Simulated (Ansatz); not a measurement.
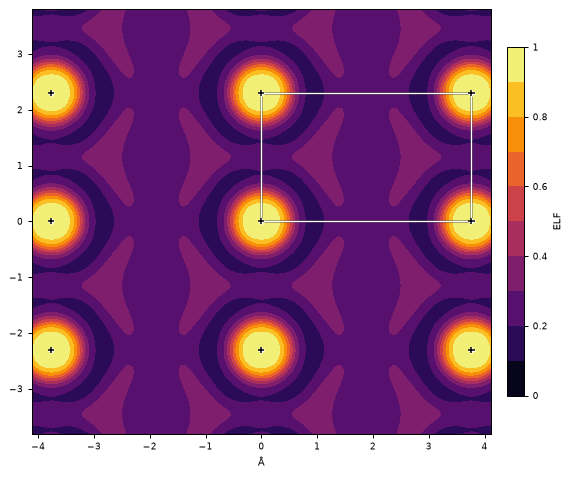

The electron localisation function on a plane through atoms (crosses mark nuclei in the plane).

Theory: DFT, LDA (PW92), plane waves (420 eV) with PAW, scalar-relativistic (Ansatz 0.2.0).

Candidates:
A. Cr, a = 4.21 Å, b = 4.21 Å, c = 2.26 Å, α = 90.00°, β = 90.00°, γ = 120.00°. Space group P6/mmm; set up as Cr, omega (AlB2-type); a generated structure, not necessarily the stable one; changed on purpose from its base cell (volume × 1.04); computed pressure about −10 GPa in this cell; the program warned that a starting moment wasn't kept; spin-polarised, but the moments vanished.
B. Co, a = 3.76 Å, b = 3.76 Å, c = 2.30 Å, α = 90.00°, β = 90.00°, γ = 120.00°. Space group P6/mmm; set up as Co, omega (AlB2-type); a generated structure, not necessarily the stable one; changed on purpose from its base cell (volume × 0.96); computed pressure about 13 GPa in this cell; computed without spin polarisation.
C. Ta, a = 2.72 Å, b = 2.72 Å, c = 4.86 Å, α = 90.00°, β = 90.00°, γ = 120.00°. Space group P6₃/mmc; set up as Ta, hcp; a generated structure, not necessarily the stable one; changed on purpose from its base cell (volume × 0.88); computed pressure about 34 GPa in this cell.

### Which system is this?

Candidate B: Co on the (010) plane of the conventional cell, which holds Co. Co–Co (2.30 Å): the ELF is about 0.25 at the midpoint (no localised pair shows between them).
